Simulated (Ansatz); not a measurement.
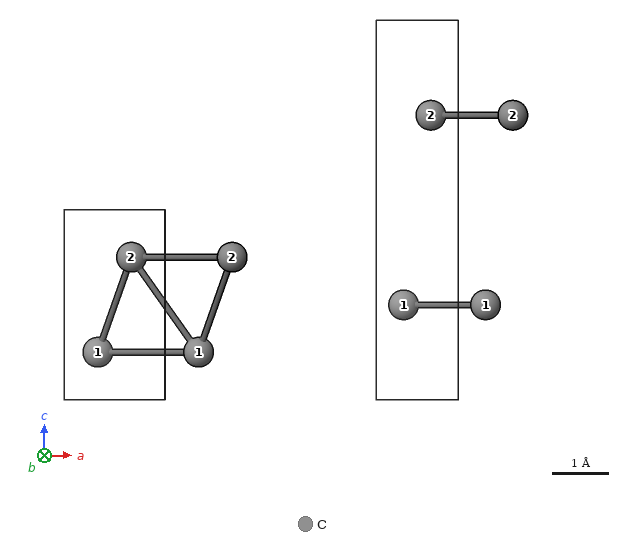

Two geometries of solid C (a generated structure, set up in P6_3/mmc), drawn at one scale. One is the start of a relaxation, the other its converged end. Style: ball-and-stick. Shown: the cell of the calculation, repeated 2 × 1 × 1 with one cell outlined, along the b axis.

All numbers below come from Ansatz 0.2.0, DFT, r2SCAN, plane waves (500 eV) with PAW, scalar-relativistic. (plane-wave cutoff 500 eV; k-point mesh 17 × 17 × 9; occupations fermi dirac; smearing width 0.1 eV; no spin polarisation; cell and atoms relaxed; force threshold 0.01 eV/Å; at most 60 steps)

### Which one is relaxed?

The right one is the relaxed one. Phase: hcp. The energy falls by 602 meV per atom in 32 accepted moves (38 points after the start). All forces vanish by symmetry, so only the cell relaxes. The pressure goes from 11.78 to 0.00 GPa. The line search rejected the trial steps at points 15, 27 of the run. At 4 points the geometry stayed and the basis and grid were re-selected for the new cell (energy shift of 116 meV per atom at most each time). The atoms keep their places relative to the cell (all moves are under 0.005 Å). The volume changes by +32.1 %, with a = b 2.107 → 1.714 Å (−18.7 %), c 3.441 → 6.869 Å (+99.6 %). Some distances before and after: C1–C2 2.107 → 3.574 Å, C1–C1 2.107 → 1.714 Å. The space group stays P6_3/mmc (No. 194).
